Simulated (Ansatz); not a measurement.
**MgO: density, localisation and related maps**

```yaml
crystal:
  lattice:
    - [3.22245, 0.00000, 0.00000]
    - [0.00000, 5.69536, 0.00000]
    - [0.00000, 0.00000, 5.03437]
  atoms:
    - { symbol: Mg, position: [0.00000, 0.33465, 0.99136] }
    - { symbol: Mg, position: [0.50000, 0.83465, 0.99136] }
    - { symbol: Mg, position: [0.50000, 0.16535, 0.49136] }
    - { symbol: Mg, position: [0.00000, 0.66535, 0.49136] }
    - { symbol: O, position: [0.00000, 0.33500, 0.38364] }
    - { symbol: O, position: [0.50000, 0.83500, 0.38364] }
    - { symbol: O, position: [0.50000, 0.16500, 0.88364] }
    - { symbol: O, position: [0.00000, 0.66500, 0.88364] }
```

Space group Cmc2₁; started from the wurtzite prototype, which need not be the ambient phase; changed on purpose from its base cell (uniaxial x strain -2.0%); computed pressure about 7 GPa in this cell.

Theory: Ansatz 0.2.0, DFT, PBE, plane waves, PAW.

The density is the valence pseudo-density of a PAW calculation; it isn't the true density close to the nuclei.

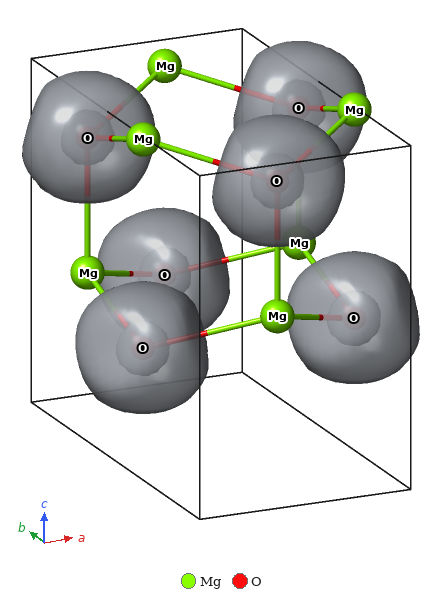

Figure 1. Isosurface of the electron localisation function at 0.7 (grey), seen at an oblique angle. Core shells and regions of very low density are left out. Sticks mark near contacts.

Identify the bonds, lone pairs and shells in this picture.

The surface consists of four regions wrapped around O (the valence shell of each), counted in one cell of 8 atoms. Regions shared between cells count once. Along the contacts the grid gives the following. Mg–O (1.96 Å): the ELF peaks at about 0.85 in the valence shell of O, 0.7 Å from its nucleus, and is about 0.35 at the midpoint: a closed-shell, largely ionic contact.

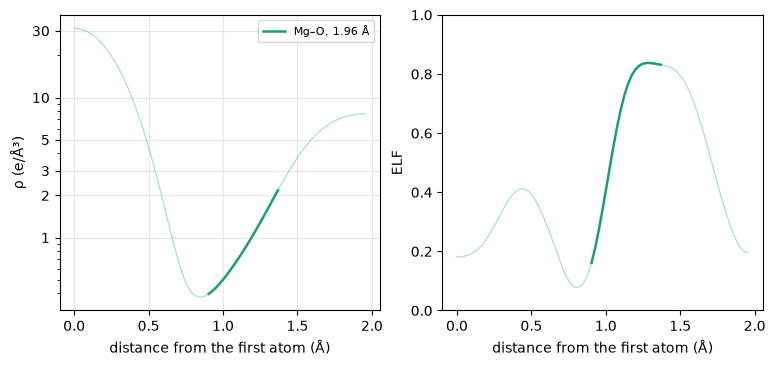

Figure 2. Valence pseudo-density and ELF along straight lines between neighbouring atoms. Thin, pale parts lie inside the atomic spheres.

What can be read from the curves?

Mg–O (1.96 Å): the density is about 0.47 e/Å³ at the midpoint; the ELF peaks at about 0.85 in the valence shell of O, 0.7 Å from its nucleus, and is about 0.35 at the midpoint; a closed-shell, largely ionic contact.

Does the calculation make it a metal, or give it a gap?

It is gapped, with a Kohn–Sham gap of 3.7 eV on the k-point mesh (the band edges may lie off the mesh, which would make the gap smaller).
